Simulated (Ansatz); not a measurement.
Consider C24N (slab).

Input file:

```
crystal:
  lattice:
    - [4.9299593294, 0.0, 0.0]
    - [-2.4649796647, 4.2694700189, 0.0]
    - [0.0, 0.0, 25.7384327567]
  atoms:
    - { symbol: C, position: [0.0, 0.0, 0.3302454472] }
    - { symbol: C, position: [0.0, 0.5, 0.3302454472] }
    - { symbol: C, position: [0.5, 0.0, 0.3302454472] }
    - { symbol: C, position: [0.5, 0.5, 0.3302454472] }
    - { symbol: C, position: [0.1666666667, 0.3333333333, 0.330245438] }
    - { symbol: C, position: [0.1666666667, 0.8333333333, 0.330245438] }
    - { symbol: C, position: [0.6666666667, 0.3333333333, 0.330245438] }
    - { symbol: C, position: [0.6666666667, 0.8333333333, 0.330245438] }
    - { symbol: C, position: [0.0, 0.0, 0.4611476001] }
    - { symbol: C, position: [0.0, 0.5, 0.4611476001] }
    - { symbol: C, position: [0.5, 0.0, 0.4611476001] }
    - { symbol: C, position: [0.5, 0.5, 0.4611476001] }
    - { symbol: C, position: [0.3333333333, 0.1666666667, 0.4611475909] }
    - { symbol: C, position: [0.3333333333, 0.6666666667, 0.4611475909] }
    - { symbol: C, position: [0.8333333333, 0.1666666667, 0.4611475909] }
    - { symbol: C, position: [0.8333333333, 0.6666666667, 0.4611475909] }
    - { symbol: C, position: [0.0, 0.0, 0.592049753] }
    - { symbol: C, position: [0.0, 0.5, 0.592049753] }
    - { symbol: C, position: [0.5, 0.0, 0.592049753] }
    - { symbol: C, position: [0.5, 0.5, 0.592049753] }
    - { symbol: C, position: [0.1666666667, 0.3333333333, 0.5920497439] }
    - { symbol: C, position: [0.1666666667, 0.8333333333, 0.5920497439] }
    - { symbol: C, position: [0.6666666667, 0.3333333333, 0.5920497439] }
    - { symbol: C, position: [0.6666666667, 0.8333333333, 0.5920497439] }
    - { symbol: "N", position: [0.3496026885, 0.6748644055, 0.6145841476] }
basis:
  ecutwfc: 420
kpoints:
  mp_grid: { grid: [6, 6, 1] }
hamiltonian:
  xc: pbe
  dispersion: d3bj
scf:
  occupations: { method: gaussian, width: 0.1 }
output:
  forces: true
  eigenvalues: true
  write_density: true
  write_potential: true
  elf: true
  volumetric_format: npy
relax:
  adjacent_minimum: "off"
  f_tol: 0.02
  max_steps: 70
  constraints: [{ sites: [0, 1, 2, 3, 4, 5, 6, 7] }]
efield:
  axis: 3
  dipole_correction: true
  ramp_width: 0.04
```

Launched as:

```sh
ansatz run input.yaml --threads 4 --pin off --max-ram 10240MiB --backend cpu --events-out ev --progress --plain --runs-dir out
```

The fields are those of the run's last geometry, not of the input's.

Computed without spin polarisation.

The calculation used Ansatz, DFT PBE+D3(BJ), scalar-relativistic, plane waves, PAW.

What can the converged valence pseudo-density and electron localisation function tell about the bonding?

C–N (1.45 Å): ρ at the midpoint is about 1.8 e/Å³; the ELF peaks at about 0.80 between the atoms.
C–C (1.44 Å): ρ is about 2 e/Å³ halfway; the ELF peaks at about 0.95 between the atoms.
C–C (1.50 Å): the density is about 1.6 e/Å³ at the midpoint; the ELF peaks at about 0.85 between the atoms.

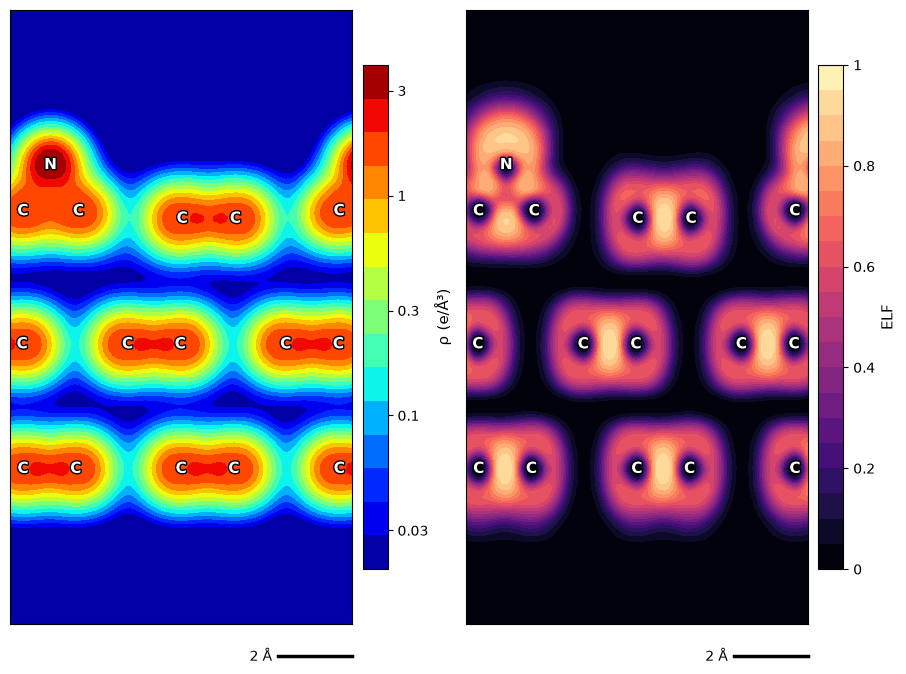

Computed valence pseudo-density and electron localisation function on the (110) plane of the calculation cell, a cut from vacuum to vacuum, in this order. 

In a PAW calculation such maps are meaningful between the atoms, not at the nuclei.
